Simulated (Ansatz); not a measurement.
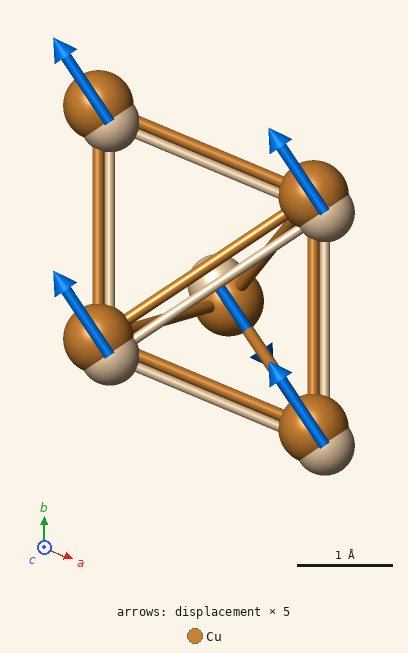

A relaxation of solid Cu (set up in I4/mmm). The starting structure is drawn faded, the final one solid; blue arrows show the displacements, magnified 5 times.

The picture is a ball-and-stick view of the cell of the calculation, seen along the c axis.

These are results of Ansatz, DFT PBEsol, scalar-relativistic, plane waves, PAW, not measurements. Set-up: plane-wave cutoff 420 eV; k-point mesh 14 × 14 × 8; occupations gaussian; smearing width 0.15 eV; no spin polarisation.

**What happened in the run?**

The largest moves, 0.22 Å, are those of Cu atoms. The cell doesn't change. Among the contacts that change: Cu–Cu 2.890 → 2.604 Å, Cu–Cu 2.455 → 2.492 Å. The space group (tolerance 0.01 Å) goes from I4/mmm (No. 139) to Cmcm (No. 63).
